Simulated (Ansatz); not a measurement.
Ti12H2N13: geometry relaxation (part 3 of 4)

Ti12H2N13 (slab, 27 atoms in the cell); DFT PBE+D3(BJ), scalar-relativistic, plane waves, PAW, spin-polarised (Ansatz 0.2.0); cutoff 420 eV, 3×3×1 k-mesh, Gaussian smearing of 0.1 eV, collinear spins. The structure derives from an entry of the Crystallography Open Database. The input holds or restrains some coordinates. Forces given for the steps count only the free coordinates. It belongs to a series of runs on one base structure; here: 1 NH2 a cell, anchor, over a hollow N-N site.

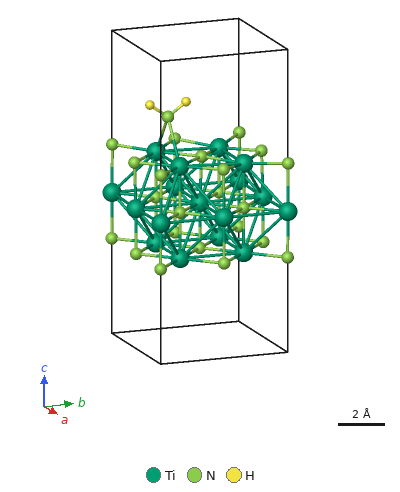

The geometry at step 2 of the log (ball-and-stick view of the cell of the calculation, with the vacuum cut short, seen slightly off an axis).

**Output, continued**
```
  k-point 0 ↑: bands = ["-54.9735", "-54.9320", "-54.9281", "-54.8896", "-54.8451", "-54.8078", "-54.7912", "-54.7500", "-54.6128", "-54.5850", "-54.5546", "-54.5181", "-31.4875", "-31.4777", "-31.4542", "-31.4512", "-31.4019", "-31.3695", "-31.3591", "-31.3474", "-31.3405", "-31.3238", "-31.2980", "-31.2734", "-31.2422", "-31.2381", "-31.2289", "-31.2065", "-31.0332", "-31.0240", "-31.0192", "-31.0177", "-30.9957", "-30.9823", "-30.9799", "-30.9739", "-30.9358", "-30.9095", "-30.8935", "-30.8857", "-30.8749", "-30.8523", "-30.7864", "-30.7735", "-30.7575", "-30.7450", "-30.7347", "-30.7163", "-13.9191", "-13.6039", "-12.8608", "-12.6694", "-12.4060", "-12.2273", "-12.2263", "-12.1629", "-11.7822", "-11.5302", "-11.5130", "-11.0982", "-11.0919", "-4.9493", "-4.7430", "-4.5979", "-4.5325", "-4.4909", "-3.7610", "-3.6237", "-2.9995", "-2.8983", "-2.8352", "-2.7113", "-2.6590", "-2.6563", "-2.3966", "-2.3357", "-2.1537", "-2.1364", "-1.9698", "-1.9153", "-1.9116", "-1.8986", "-1.8662", "-1.8341", "-1.8093", "-1.7310", "-1.3336", "-1.2180", "-0.8138", "-0.7147", "-0.6893", "-0.4744", "-0.4711", "-0.2017", "0.0842", "0.2171", "0.3543", "0.3798", "0.5704", "0.9583", "1.0319", "1.0894", "1.1145", "1.5589", "2.1615", "2.8736", "3.1436", "3.1543", "3.2955", "3.4564", "3.7656", "3.9109", "3.9374", "4.0100", "4.0110", "4.1908", "4.1980", "4.3571", "4.4217", "4.4337", "4.4710", "4.4987", "4.5080", "4.5798", "4.6003", "4.6501", "4.7115", "4.7234", "4.7993", "5.0209", "5.0318", "5.0997", "5.1863"]
  k-point 1 ↑: bands = ["-54.9719", "-54.9309", "-54.9243", "-54.8868", "-54.8490", "-54.8107", "-54.7928", "-54.7511", "-54.6074", "-54.5905", "-54.5476", "-54.5253", "-31.4424", "-31.4400", "-31.4181", "-31.3903", "-31.3796", "-31.3632", "-31.3600", "-31.3334", "-31.3180", "-31.2849", "-31.2722", "-31.2644", "-31.2581", "-31.2427", "-31.2145", "-31.1964", "-31.1095", "-31.0852", "-31.0553", "-31.0307", "-31.0040", "-30.9920", "-30.9795", "-30.9564", "-30.9489", "-30.9259", "-30.9177", "-30.8834", "-30.8653", "-30.8467", "-30.8348", "-30.7902", "-30.7677", "-30.7642", "-30.7495", "-30.7288", "-13.7025", "-13.4695", "-12.7312", "-12.7066", "-12.3899", "-12.3895", "-12.1811", "-12.0095", "-11.8021", "-11.6853", "-11.6270", "-11.4442", "-11.2522", "-4.8981", "-4.3081", "-4.0430", "-4.0185", "-3.8627", "-3.3536", "-3.3410", "-3.1029", "-3.0514", "-2.9818", "-2.8951", "-2.6694", "-2.3829", "-2.3727", "-2.2949", "-2.1887", "-2.1583", "-2.0452", "-1.9148", "-1.8142", "-1.7282", "-1.6575", "-1.6251", "-1.6231", "-1.4572", "-1.3994", "-1.3620", "-1.3526", "-1.2114", "-1.2064", "-1.0998", "-0.9688", "-0.8120", "-0.6311", "-0.5358", "-0.5248", "-0.1358", "0.0764", "0.3576", "1.5812", "1.7298", "2.2284", "2.4350", "2.7748", "2.9642", "3.1617", "3.1844", "3.3015", "3.3273", "3.4816", "3.5219", "3.5988", "3.6875", "3.7854", "3.9281", "4.0614", "4.2683", "4.2761", "4.4164", "4.4270", "4.4854", "4.5668", "4.5793", "4.7458", "4.8107", "4.8712", "4.9023", "4.9497", "5.0515", "5.1116", "5.1722", "5.2472"]
  k-point 2 ↑: bands = ["-54.9664", "-54.9392", "-54.9185", "-54.8993", "-54.8358", "-54.8172", "-54.7812", "-54.7604", "-54.6106", "-54.5811", "-54.5566", "-54.5220", "-31.4520", "-31.4304", "-31.4132", "-31.4012", "-31.3739", "-31.3506", "-31.3485", "-31.3382", "-31.3377", "-31.3195", "-31.2912", "-31.2762", "-31.2420", "-31.2395", "-31.1855", "-31.1503", "-31.1173", "-31.0892", "-31.0371", "-31.0037", "-30.9901", "-30.9880", "-30.9850", "-30.9691", "-30.9573", "-30.9446", "-30.9379", "-30.9124", "-30.8596", "-30.8267", "-30.8178", "-30.8117", "-30.7810", "-30.7620", "-30.7580", "-30.7163", "-13.7065", "-13.4670", "-12.7345", "-12.7031", "-12.3949", "-12.3840", "-12.1399", "-12.0206", "-11.8011", "-11.7221", "-11.5836", "-11.4900", "-11.2416", "-4.8641", "-4.2620", "-4.1207", "-4.0374", "-3.8214", "-3.4797", "-3.3679", "-3.1097", "-3.0430", "-2.8836", "-2.7888", "-2.6638", "-2.4321", "-2.2931", "-2.2809", "-2.2308", "-2.1092", "-2.0969", "-1.9168", "-1.7493", "-1.7444", "-1.6929", "-1.6914", "-1.5580", "-1.5388", "-1.4048", "-1.3630", "-1.2663", "-1.2159", "-1.2098", "-1.0598", "-0.9410", "-0.9029", "-0.7209", "-0.4998", "-0.3404", "-0.1184", "-0.0568", "0.0749", "1.6785", "1.8173", "2.1921", "2.3936", "2.8316", "2.9003", "3.1577", "3.1787", "3.2978", "3.4706", "3.5059", "3.5765", "3.5878", "3.6270", "3.7426", "3.8851", "4.0173", "4.2218", "4.2376", "4.3966", "4.4824", "4.5036", "4.5196", "4.5552", "4.7383", "4.8145", "4.8580", "4.8953", "5.0177", "5.0605", "5.1859", "5.1959", "5.2328"]
  k-point 4 ↓: bands = ["-54.9650", "-54.9379", "-54.9149", "-54.8962", "-54.8395", "-54.8203", "-54.7827", "-54.7615", "-54.6045", "-54.5873", "-54.5504", "-54.5284", "-31.4170", "-31.4051", "-31.3792", "-31.3633", "-31.3503", "-31.3375", "-31.3188", "-31.2934", "-31.2788", "-31.2735", "-31.2575", "-31.2534", "-31.2511", "-31.2365", "-31.2052", "-31.1743", "-31.1192", "-31.0966", "-31.0827", "-31.0739", "-31.0619", "-31.0338", "-31.0108", "-30.9958", "-30.9618", "-30.9324", "-30.9284", "-30.9175", "-30.8530", "-30.8376", "-30.8170", "-30.8164", "-30.8026", "-30.7886", "-30.7604", "-30.7522", "-13.6597", "-13.2517", "-12.7148", "-12.7073", "-12.6899", "-12.2030", "-12.0174", "-11.9421", "-11.8336", "-11.8272", "-11.6090", "-11.4988", "-11.4268", "-4.8860", "-3.8863", "-3.8292", "-3.7134", "-3.6798", "-3.6231", "-3.2718", "-3.1741", "-3.0711", "-2.9160", "-2.8523", "-2.7218", "-2.5551", "-2.2825", "-2.2758", "-2.2109", "-2.1671", "-2.0708", "-1.9985", "-1.9128", "-1.8285", "-1.7650", "-1.7027", "-1.6683", "-1.6250", "-1.5561", "-1.4887", "-1.4033", "-1.2511", "-1.0882", "-1.0183", "-1.0030", "-0.9489", "-0.8997", "-0.7364", "-0.5756", "-0.3126", "0.0912", "0.3263", "1.6126", "2.3570", "2.3969", "2.4756", "2.7267", "3.1047", "3.3168", "3.4027", "3.5304", "3.6652", "3.7330", "3.7579", "3.9211", "3.9741", "3.9887", "4.0396", "4.1297", "4.1811", "4.2359", "4.3415", "4.4099", "4.4552", "4.5308", "4.5421", "4.6582", "4.7517", "4.7768", "4.8281", "4.8706", "4.9188", "4.9840", "5.0249", "5.0556"]
--- Relaxed structure (7 steps of the walk, 7 accepted, 0 SCFs on fresh bases) ---
  F+E_penalty+E_count = -35063.85886701 eV   max|allowed force component| = 1.551e-2 eV/Å
  atoms:
    - { symbol: Ti, position: [0.25, 0.25, 0.3505777435] }
    - { symbol: Ti, position: [0.25, 0.75, 0.3505777435] }
    - { symbol: Ti, position: [0.75, 0.25, 0.3505777435] }
    - { symbol: Ti, position: [0.75, 0.75, 0.3505777435] }
    - { symbol: N, position: [0.5, 0.5, 0.3505777435] }
    - { symbol: N, position: [0.5, 0.0, 0.3505777435] }
    - { symbol: N, position: [0.0, 0.5, 0.3505777435] }
    - { symbol: N, position: [0.0, 0.0, 0.3505777435] }
    - { symbol: Ti, position: [0.499995195756085, 0.4950937220728581, 0.44064539264769687] }
    - { symbol: Ti, position: [0.500004804243915, 0.004906277927141918, 0.44064539264769687] }
    - { symbol: Ti, position: [-2.044837746308805e-7, 0.4915513613444625, 0.4416161397097101] }
    - { symbol: Ti, position: [2.0448377463146838e-7, 0.008448638655537478, 0.4416161397097101] }
    - { symbol: N, position: [0.751552256996158, 0.7499989573100544, 0.4396370781856812] }
    - { symbol: N, position: [0.7501504576564835, 0.25000079281436494, 0.44163619919828095] }
    - { symbol: N, position: [0.24844774300384212, 0.7500010426899456, 0.4396370781856812] }
    - { symbol: N, position: [0.24984954234351664, 0.2499992071856351, 0.44163619919828095] }
    - { symbol: Ti, position: [0.7533513057134607, 0.7500068514728533, 0.5269223102315643] }
    - { symbol: Ti, position: [0.7377612386544107, 0.25001295841478655, 0.5361456938743364] }
    - { symbol: Ti, position: [0.2466486942865393, 0.7499931485271466, 0.5269223102315643] }
    - { symbol: Ti, position: [0.2622387613455894, 0.24998704158521348, 0.5361456938743364] }
    - { symbol: N, position: [3.5918100519386296e-6, -0.00015493368959129214, 0.5373459310959593] }
    - { symbol: N, position: [-3.591810051937673e-6, 0.5001549336895914, 0.5373459310959593] }
    - { symbol: N, position: [0.5000080766225123, -0.013182539124662244, 0.5300815421285838] }
    - { symbol: N, position: [0.49999192337748766, 0.5131825391246624, 0.5300815421285838] }
    - { symbol: N, position: [0.5, 0.25, 0.6138276203988605] }
    - { symbol: H, position: [0.4998366657371452, 0.1111917688351607, 0.6403559667840124] }
    - { symbol: H, position: [0.5001633342628549, 0.38880823116483926, 0.6403559667840124] }
--- Löwdin populations: 27 sites ---
  site symbol       q [e]    m [muB]
     0     Ti     11.1235     0.0000
     1     Ti     11.1050    -0.0000
     2     Ti     11.1235     0.0000
     3     Ti     11.1050    -0.0000
     4      N      5.8285    -0.0000
     5      N      5.8285    -0.0000
     6      N      5.8261    -0.0000
     7      N      5.8261    -0.0000
     8     Ti     11.1883    -0.0000
     9     Ti     11.1883    -0.0000
    10     Ti     11.2015     0.0000
    11     Ti     11.2015     0.0000
    12      N      5.7182     0.0000
    13      N      5.7248    -0.0000
    14      N      5.7182     0.0000
    15      N      5.7248    -0.0000
    16     Ti     11.0877     0.0000
    17     Ti     11.0214     0.0000
    18     Ti     11.0877     0.0000
    19     Ti     11.0214     0.0000
    20      N      5.8360     0.0000
    21      N      5.8360     0.0000
    22      N      5.7644    -0.0000
    23      N      5.7644    -0.0000
    24      N      5.8109     0.0000
    25      H      0.7218    -0.0000
    26      H      0.7218    -0.0000
  spilling = 0.004243 (of n_electrons = 211.000000)
```

**Trajectory as extended XYZ (Å, eV, eV/Å), 7 frames, from step=1 to step=7**
```
27
Lattice="5.9476 0.0000 0.0000 0.0000 5.9476 0.0000 0.0000 0.0000 22.8195" Properties=species:S:1:pos:R:3:forces:R:3 step=1 energy=-35062.76500
Ti    1.4869    1.4869    8.0000    0.1178  -0.0001   1.5522
Ti    1.4869    4.4607    8.0000    0.0304  -0.0002   1.7151
Ti    4.4607    1.4869    8.0000   -0.1178   0.0001   1.5522
Ti    4.4607    4.4607    8.0000   -0.0304   0.0002   1.7151
N     2.9738    2.9738    8.0000   -0.0093   0.0080  -1.6849
N     2.9738    0.0000    8.0000    0.0093  -0.0080  -1.6849
N     0.0000    2.9738    8.0000    0.0018   0.0030  -1.7226
N     0.0000    0.0000    8.0000   -0.0018  -0.0030  -1.7226
Ti    2.9738    2.9738   10.0616    0.0101   0.1051   0.0842
Ti    2.9738    0.0000   10.0616   -0.0101  -0.1051   0.0842
Ti    0.0000    2.9738   10.0616    0.0097  -0.1437  -0.0535
Ti    0.0000    0.0000   10.0616   -0.0097   0.1437  -0.0535
N     4.4607    4.4607   10.0367   -0.0144   0.0041  -0.0075
N     4.4607    1.4869   10.0367    0.0607  -0.0124  -0.3082
N     1.4869    4.4607   10.0367    0.0144  -0.0041  -0.0075
N     1.4869    1.4869   10.0367   -0.0607   0.0124  -0.3082
Ti    4.4607    4.4607   12.0440   -0.2579   0.0018   0.2634
Ti    4.4607    1.4869   12.0440   -1.0378   0.1234   2.4820
Ti    1.4869    4.4607   12.0440    0.2579  -0.0018   0.2634
Ti    1.4869    1.4869   12.0440    1.0378  -0.1234   2.4820
N     0.0000    0.0000   12.2351   -0.0045  -0.1209  -0.3319
N     0.0000    2.9738   12.2351    0.0045   0.1209  -0.3319
N     2.9738    0.0000   12.2351    0.0814  -1.6504  -2.4213
N     2.9738    2.9738   12.2351   -0.0814   1.6504  -2.4213
N     2.9738    1.4869   13.9551    0.0000   0.0000   0.5347
H     3.1481    0.6912   14.5689   -0.2377  -0.3628   0.1651
H     2.7995    2.2827   14.5689    0.2377   0.3628   0.1651
27
Lattice="5.9476 0.0000 0.0000 0.0000 5.9476 0.0000 0.0000 0.0000 22.8195" Properties=species:S:1:pos:R:3:forces:R:3 step=2 energy=-35063.67447
Ti    1.4869    1.4869    8.0000    0.0517  -0.0003   1.5328
Ti    1.4869    4.4607    8.0000   -0.0712  -0.0016   1.4759
Ti    4.4607    1.4869    8.0000   -0.0517   0.0003   1.5328
Ti    4.4607    4.4607    8.0000    0.0712   0.0016   1.4759
N     2.9738    2.9738    8.0000   -0.0033  -0.0153  -1.7988
N     2.9738    0.0000    8.0000    0.0033   0.0153  -1.7988
N     0.0000    2.9738    8.0000    0.0021  -0.0690  -1.5894
N     0.0000    0.0000    8.0000   -0.0021   0.0690  -1.5894
Ti    2.9737    2.9847   10.0358   -0.0061  -0.1350   0.4060
Ti    2.9740   -0.0109   10.0358    0.0061   0.1350   0.4060
Ti    0.0006    2.9609   10.0641    0.0013  -0.2862   0.0255
Ti   -0.0006    0.0129   10.0641   -0.0013   0.2862   0.0255
N     4.4710    4.4604   10.0280   -0.0048  -0.0015   0.0132
N     4.4518    1.4872   10.0704    0.1189   0.0035  -0.2895
N     1.4766    4.4610   10.0280    0.0048   0.0015   0.0132
N     1.4959    1.4867   10.0704   -0.1189  -0.0035  -0.2895
Ti    4.4952    4.4579   12.0296   -0.4061   0.0471   0.0074
Ti    4.3997    1.4923   12.1403   -0.2019  -0.0645   1.1301
Ti    1.4524    4.4635   12.0296    0.4061  -0.0471   0.0074
Ti    1.5480    1.4815   12.1403    0.2019   0.0645   1.1301
N    -0.0032    0.0267   12.2319    0.0471  -0.3677  -0.0387
N     0.0032    2.9471   12.2319   -0.0471   0.3677  -0.0387
N     2.9792   -0.0846   12.1185   -0.0705   0.0693  -0.6067
N     2.9685    3.0585   12.1185    0.0705  -0.0693  -0.6067
N     2.9738    1.4869   14.0368    0.0000   0.0000   0.0882
H     2.9723    0.6427   14.6456    0.0102   0.5866  -0.3123
H     2.9754    2.3312   14.6456   -0.0102  -0.5866  -0.3123
27
Lattice="5.9476 0.0000 0.0000 0.0000 5.9476 0.0000 0.0000 0.0000 22.8195" Properties=species:S:1:pos:R:3:forces:R:3 step=3 energy=-35063.82978
Ti    1.4869    1.4869    8.0000    0.0552  -0.0001   1.5458
Ti    1.4869    4.4607    8.0000   -0.0806  -0.0010   1.5236
Ti    4.4607    1.4869    8.0000   -0.0552   0.0001   1.5458
Ti    4.4607    4.4607    8.0000    0.0806   0.0010   1.5236
N     2.9738    2.9738    8.0000   -0.0003  -0.0336  -1.7162
N     2.9738    0.0000    8.0000    0.0003   0.0336  -1.7162
N     0.0000    2.9738    8.0000   -0.0010  -0.0658  -1.4602
N     0.0000    0.0000    8.0000    0.0010   0.0658  -1.4602
Ti    2.9742    2.9764   10.0448   -0.0015  -0.2205   0.1396
Ti    2.9734   -0.0026   10.0448    0.0015   0.2205   0.1396
Ti    0.0001    2.9501   10.0750   -0.0013  -0.2328   0.0201
Ti   -0.0001    0.0237   10.0750    0.0013   0.2328   0.0201
N     4.4701    4.4611   10.0311    0.0235  -0.0021  -0.0022
N     4.4566    1.4867   10.0888    0.0867   0.0023  -0.2077
N     1.4775    4.4604   10.0311   -0.0235   0.0021  -0.0022
N     1.4910    1.4871   10.0888   -0.0867  -0.0023  -0.2077
Ti    4.4778    4.4618   12.0286    0.0568  -0.0067  -0.0883
Ti    4.3947    1.4883   12.2171   -0.0207   0.0145   0.0193
Ti    1.4699    4.4596   12.0286   -0.0568   0.0067  -0.0883
Ti    1.5530    1.4855   12.2171    0.0207  -0.0145   0.0193
N     0.0012    0.0026   12.2522   -0.0128   0.0142   0.0737
N    -0.0012    2.9712   12.2522    0.0128  -0.0142   0.0737
N     2.9740   -0.0858   12.0806    0.0024   0.1268   0.0959
N     2.9736    3.0596   12.0806   -0.0024  -0.1268   0.0959
N     2.9738    1.4869   13.9730    0.0000   0.0000   0.4701
H     2.9947    0.6496   14.5793   -0.0473   0.3645  -0.1775
H     2.9530    2.3242   14.5793    0.0473  -0.3645  -0.1775
```
